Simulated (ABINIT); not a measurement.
# SiC (F-43m): G0W0 with ABINIT, start to end

Aim: the G0W0 gap of SiC (F-43m) on PBE, step by step.

Program: ABINIT 10.8.3. Level of theory: PBE and many-body steps on it, plane waves. Results are calculated unless marked as measured.

**The experiments to reproduce.**

- Gap 2.39 eV: band gap at cryogenic temperature; bulk crystal (literature value) (quoted in “Silicon carbide diodes for neutron detection”, 2020, arxiv:2009.14696).

- Gap 2.4 eV: Tauc optical (indirect) gap of annealed polycrystalline 3C-SiC; UV-VIS spectroscopic ellipsometry, Tauc analysis; film (CVD ultrathin polycrystalline film, annealed, about 5 nm grains) (“On-Demand CMOS-Compatible Fabrication of Ultrathin Self-Aligned SiC Nanowire Arrays”, 2018, pmc:6267454).

This is a report of a sequence of runs, with most program output left out.

### 1. Starting point

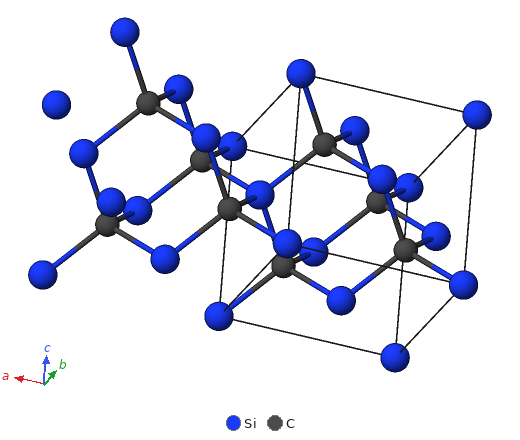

The cell as given, from a free direction (silicon blue, carbon dark grey). 2×1×1 cells are drawn. This picture shows the conventional cell, with its axes. Bonds to atoms that aren't drawn are left out. Some periodic images of atoms are drawn too.

The cell and positions come from the Crystallography Open Database and are kept as given unless a step says otherwise.

### 2. Ground state

This step: ABINIT 10.8.3; DFT, PBE, plane waves, norm-conserving pseudopotentials.

The ground-state density comes first.

The input, run.abi:

```
acell 3*1.0 Angstrom
rprim 
  -0.000000000000 2.179000000000 2.179000000000
  2.179000000000 -0.000000000000 2.179000000000
  2.179000000000 2.179000000000 -0.000000000000
ntypat 2
znucl 14 6
natom 2
typat 1 2
xred 
  0.000000000000 0.000000000000 0.000000000000
  0.250000000000 0.250000000000 0.250000000000
pp_dirpath "pseudos"
pseudos "Si.upf, C.upf"
ecut 37
ngkpt 8 8 8
nshiftk 1
shiftk 0 0 0
kptopt 1
chksymbreak 0
nband 9
occopt 1
tolvrs 1e-10
nstep 60
prtwf 0
optforces 0
optstress 0
indata_prefix "in"
outdata_prefix "out"
tmpdata_prefix "tmp"
```

Command:

```console
> OMP_NUM_THREADS=1 mpirun -n 4 abinit run.abi > log
```

Wall time 4.2 s (4 MPI ranks of Arm Neoverse V1, shared host); peak memory 0.25 GiB.

This step gave:

```
total energy               : -279.4551 eV
gap                        : 1.361 eV
k of the valence top       : 0, 0, 0
k of the conduction bottom : 0.5, 0.5, 0
least direct gap           : 4.553 eV
```

The gap is indirect, with the least direct gap 3.19 eV higher.

### 3. Bands along the symmetry lines

Levels along a band path, at the cheap level, show where the edges lie and whether the meshes to come will hold them.

The input, run.abi:

```
acell 3*1.0 Angstrom
rprim 
  -0.000000000000 2.179000000000 2.179000000000
  2.179000000000 -0.000000000000 2.179000000000
  2.179000000000 2.179000000000 -0.000000000000
ntypat 2
znucl 14 6
natom 2
typat 1 2
xred 
  0.000000000000 0.000000000000 0.000000000000
  0.250000000000 0.250000000000 0.250000000000
pp_dirpath "pseudos"
pseudos "Si.upf, C.upf"
ecut 37
iscf -2
irdden 1
kptopt 0
nkpt 50
kpt 
  0.00000000 0.00000000 0.00000000
  -0.06250000 -0.06250000 0.00000000
  -0.12500000 -0.12500000 0.00000000
  -0.18750000 -0.18750000 0.00000000
  -0.25000000 -0.25000000 0.00000000
  -0.31250000 -0.31250000 0.00000000
  -0.37500000 -0.37500000 0.00000000
  -0.43750000 -0.43750000 0.00000000
  -0.50000000 -0.50000000 0.00000000
  -0.48437500 -0.48437500 0.03125000
  -0.46875000 -0.46875000 0.06250000
  -0.45312500 -0.45312500 0.09375000
  -0.43750000 -0.43750000 0.12500000
  -0.42187500 -0.42187500 0.15625000
  -0.40625000 -0.40625000 0.18750000
  -0.39062500 -0.39062500 0.21875000
  -0.37500000 -0.37500000 0.25000000
  -0.37500000 0.00000000 0.37500000
  -0.32812500 0.00000000 0.32812500
  -0.28125000 0.00000000 0.28125000
  -0.23437500 0.00000000 0.23437500
  -0.18750000 0.00000000 0.18750000
  -0.14062500 0.00000000 0.14062500
  -0.09375000 0.00000000 0.09375000
  -0.04687500 0.00000000 0.04687500
  0.00000000 0.00000000 0.00000000
  0.00000000 0.00000000 0.06250000
  0.00000000 0.00000000 0.12500000
  0.00000000 0.00000000 0.18750000
  0.00000000 0.00000000 0.25000000
  0.00000000 0.00000000 0.31250000
  0.00000000 0.00000000 0.37500000
  0.00000000 0.00000000 0.43750000
  0.00000000 0.00000000 0.50000000
  -0.06250000 -0.03125000 0.46875000
  -0.12500000 -0.06250000 0.43750000
  -0.18750000 -0.09375000 0.40625000
  -0.25000000 -0.12500000 0.37500000
  -0.31250000 -0.15625000 0.34375000
  -0.37500000 -0.18750000 0.31250000
  -0.43750000 -0.21875000 0.28125000
  -0.50000000 -0.25000000 0.25000000
  -0.50000000 -0.28125000 0.21875000
  -0.50000000 -0.31250000 0.18750000
  -0.50000000 -0.34375000 0.15625000
  -0.50000000 -0.37500000 0.12500000
  -0.50000000 -0.40625000 0.09375000
  -0.50000000 -0.43750000 0.06250000
  -0.50000000 -0.46875000 0.03125000
  -0.50000000 -0.50000000 0.00000000
istwfk *1
nband 11
nbdbuf 2
tolwfr 1e-08
nstep 40
prtwf 0
prtvol 0
indata_prefix "in"
outdata_prefix "out"
tmpdata_prefix "tmp"
```

The job ended after 3.8 s (4 MPI ranks; peak memory 0.24 GiB).

Numbers from this step:

```yaml
gap: 1.361 eV
k_of_the_valence_top: 0, 0, 0
k_of_the_conduction_bottom: -0.5, -0.5, 0
least_direct_gap: 4.553 eV
```

The gap is 1.361 eV, as in the run before at this level.

Electronic bands along the path, in eV, zero at the top of the highest filled band; v1 is the highest filled band, c1 the lowest empty one:

| point | v4 | v3 | v2 | v1 | c1 | c2 | c3 | c4 |
| --- | --- | --- | --- | --- | --- | --- | --- | --- |
| Γ | -15.41 | 0.00 | 0.00 | 0.00 | 6.22 | 7.31 | 7.31 | 7.31 |
| X | -10.39 | -7.80 | -3.19 | -3.19 | 1.36 | 4.33 | 14.00 | 14.00 |
| U | -10.39 | -7.28 | -5.55 | -2.60 | 3.11 | 7.78 | 11.84 | 12.45 |
| jump to K | -10.39 | -7.28 | -5.55 | -2.60 | 3.11 | 7.78 | 11.84 | 12.45 |
| Γ | -15.41 | 0.00 | 0.00 | 0.00 | 6.22 | 7.31 | 7.31 | 7.31 |
| L | -11.84 | -8.54 | -1.05 | -1.05 | 5.43 | 7.23 | 7.23 | 10.05 |
| W | -10.16 | -7.03 | -4.99 | -4.69 | 5.21 | 9.44 | 9.45 | 9.79 |
| X | -10.39 | -7.80 | -3.19 | -3.19 | 1.36 | 4.33 | 14.00 | 14.00 |

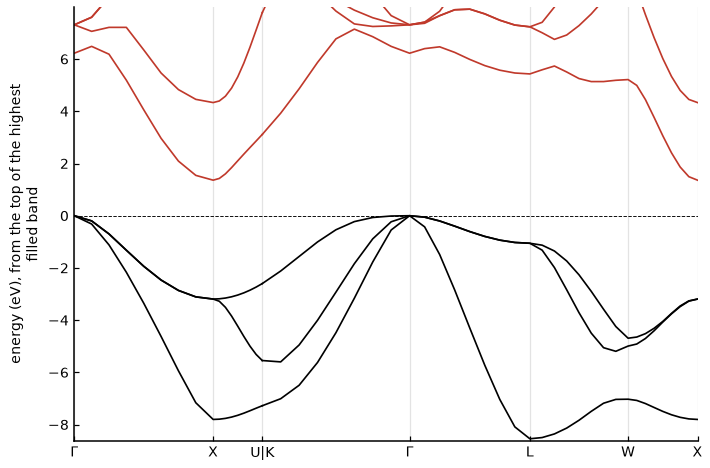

Electronic bands along the path; lines of filled and empty bands in two colours.

### 4. Empty states on the mesh, 6×6×6 mesh, 165 bands

The sums over transitions need many empty states on a uniform mesh; this step solves for them.

The input, run.abi:

```
acell 3*1.0 Angstrom
rprim 
  -0.000000000000 2.179000000000 2.179000000000
  2.179000000000 -0.000000000000 2.179000000000
  2.179000000000 2.179000000000 -0.000000000000
ntypat 2
znucl 14 6
natom 2
typat 1 2
xred 
  0.000000000000 0.000000000000 0.000000000000
  0.250000000000 0.250000000000 0.250000000000
pp_dirpath "pseudos"
pseudos "Si.upf, C.upf"
ecut 37
ngkpt 6 6 6
nshiftk 1
shiftk 0 0 0
kptopt 1
chksymbreak 0
irdden 1
istwfk *1
nband 165
prtvol 0
optdriver 6
gwr_task "HDIAGO"
paral_kgb 0
occopt 1
indata_prefix "in"
outdata_prefix "out"
tmpdata_prefix "tmp"
```

Run time: 15 s. Hardware: 4 MPI ranks; peak memory 0.75 GiB; 58 s of CPU time.

This step gave:

```
gap                                                           : 1.361 eV
k of the valence top                                          : 0, 0, 0
k of the conduction bottom                                    : 0.5, 0.5, 0
least direct gap                                              : 4.553 eV
k points computed                                             : 16
lowest point of the top converged band, above the valence top : 198.3907 eV
```

On this mesh the gap is 1.361 eV.

### 5. Screening, 6×6×6 mesh, 157 bands, screening to 261.2 eV

The RPA dielectric matrix is built and inverted for each q.

This step: RPA screening on PBE, plane waves, norm-conserving pseudopotentials.

Edit run.abi of step 4 so:

```diff
@@ -20,10 +20,11 @@
 chksymbreak 0
-irdden 1
 istwfk *1
-nband 165
-prtvol 0
-optdriver 6
-gwr_task "HDIAGO"
-paral_kgb 0
 occopt 1
+irdwfk 1
+optdriver 3
+nband 157
+ecuteps 9.6
+inclvkb 2
+awtr 1
+symchi 1
 indata_prefix "in"
```

It took 70 s on 4 MPI ranks; peak memory 1 GiB; 4.7 min of CPU time.

Numbers from this step:

```
ε∞ with local fields, on this mesh, along the program's q direction : 7.083
the same without local fields                                       : 7.744
plasma frequency                                                    : 23.09 eV
plane waves in the screening matrix                                 : 181
```

Local fields lower ε∞ by 9 %.

### 6. Self-energy, 6×6×6 mesh, 157 bands, screening to 261.2 eV

The self-energy is evaluated for the states that the input lists, and the levels follow from it, in one-shot runs by the linearised quasiparticle equation.

This step: G0W0 on PBE, plane waves, norm-conserving pseudopotentials.

Edit run.abi of step 5 so:

```diff
@@ -23,8 +23,17 @@
 irdwfk 1
-optdriver 3
+optdriver 4
 nband 157
+gwcalctyp 0
+ecutsigx 37
+symsigma 1
+nkptgw 2
+kptgw 
+  0.0000000000 0.0000000000 0.0000000000
+  0.5000000000 0.5000000000 0.0000000000
+bdgw 
+  2 8
+  3 6
 ecuteps 9.6
-inclvkb 2
-awtr 1
-symchi 1
+irdscr 1
+ppmodel 1
 indata_prefix "in"
```

The job ended after 18 s (4 MPI ranks; peak memory 1 GiB; 71 s of CPU time).

This step gave:

```
G0W0 gap on the points computed              : 2.122 eV
starting gap on the mesh                     : 1.361 eV
k of the valence top                         : 0, 0, 0
k of the conduction bottom                   : 0.5, 0.5, 0
Z at the valence top                         : 0.792
Z at the conduction bottom                   : 0.82
least direct G0W0 gap on the computed points : 5.604 eV
```

The gap on the mesh goes from 1.36 eV to 2.12 eV, a correction of +0.76 eV.

Limits: finite bands, cutoff and mesh. v1 is the top filled band, c1 the lowest empty one. The levels before and after the correction (eV, zero at the valence-band top of each column):

|  | conduction bottom | valence top |
| --- | --- | --- |
| Kohn-Sham | 1.36 | 0.00 |
| G0W0 | 2.12 | 0.00 |

|  | level | energy (eV) |
| --- | --- | --- |
| Kohn-Sham | Γ v3-v1 | 0.000 |
| Kohn-Sham | Γ c1 | 6.223 |
| Kohn-Sham | Γ c2-c4 | 7.311 |
| Kohn-Sham | (0.5 0.5 0) v2-v1 | -3.192 |
| Kohn-Sham | (0.5 0.5 0) c1 | 1.361 |
| Kohn-Sham | (0.5 0.5 0) c2 | 4.333 |
| G0W0 | Γ v3-v1 | 0.000 |
| G0W0 | Γ c1 | 7.138 |
| G0W0 | Γ c2-c4 | 8.229 |
| G0W0 | (0.5 0.5 0) v2-v1 | -3.482 |
| G0W0 | (0.5 0.5 0) c1 | 2.122 |
| G0W0 | (0.5 0.5 0) c2 | 5.261 |

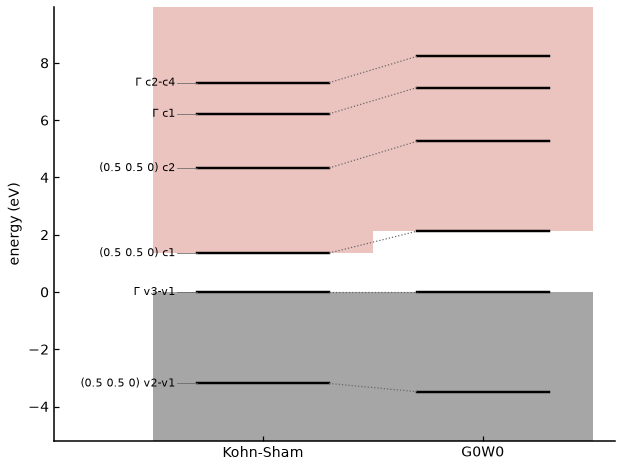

Levels before and after the correction. Shaded: valence and conduction bands.

### 7. Where the time went

Times are wall times on 4 MPI ranks of Arm Neoverse V1, shared host, good to a factor of about two.

| step | time | share | memory (GiB) |
| --- | --- | --- | --- |
| ground state | 4.2 s | 4 % | 0.25 |
| bands along the symmetry lines | 3.8 s | 3 % | 0.24 |
| empty states on the mesh | 15 s | 13 % | 0.75 |
| screening | 70 s | 63 % | 1 |
| self-energy | 18 s | 16 % | 1 |

### 8. Outcome

```json
{"PBE gap": "1.36 eV, indirect", "G0W0 gap on the mesh": "2.12 eV", "GW settings": "6×6×6 mesh, 157 bands, screening to 261.2 eV, Godby-Needs plasmon pole", "known limits": "not at the basis limit"}
```

**Reading.** G0W0 moves the gap on the mesh from 1.36 eV to 2.12 eV (+0.76 eV), with Z of 0.79 and 0.82 at the edges. Local fields lower the RPA ε∞ on this mesh from 7.74 to 7.08. Only 2 of the mesh's irreducible points were corrected, so a valley elsewhere could overtake. The dearest step here is «screening». Against experiment, by G0W0@PBE: the gap of 2.12 eV lies −0.27 eV from the measured 2.39 eV (kind not stated, quoted 2020); the gap of 2.12 eV lies −0.28 eV from the measured 2.4 eV (indirect, 2018). The calculation has static nuclei and no excitons; a measured gap holds zero-point and thermal motion, which mostly lowers it. Bands and cutoff are finite, so the gap is not at the basis limit. The miss can reach some tenths of an eV and take either sign; the mesh is an error of its own. In the G0W0 run levels were corrected at 2 k points alone, so a gap called «on the mesh» is the least over those, and an edge elsewhere would be missed.

[Paths, hosts, dates, memory and timing lines, banners, echoed tables and standing remarks are left out of the program output.]

[Logs are printed without paths, hosts, clocks, repeated set-up lines and the standing remarks that a program may print on its own settings, such as how far it seeks lower states.]

[Runs of the session that timed out or met a known fault of the program may be left out.]

[Hosts, paths, dates, database ids (printed as entryN), source tags and the programs' standing remarks are cut or masked in the printed files.]

[G0W0 gaps are taken among the corrected bands and points alone; a level outside them can change the order at an edge.]

[Where Ansatz stands beside ABINIT at settings called matched, ABINIT's density can come from a denser mesh and the files from another edition; pairs whose starting gaps differed by over 0.03 eV were left out, so agreement reads better than it is.]
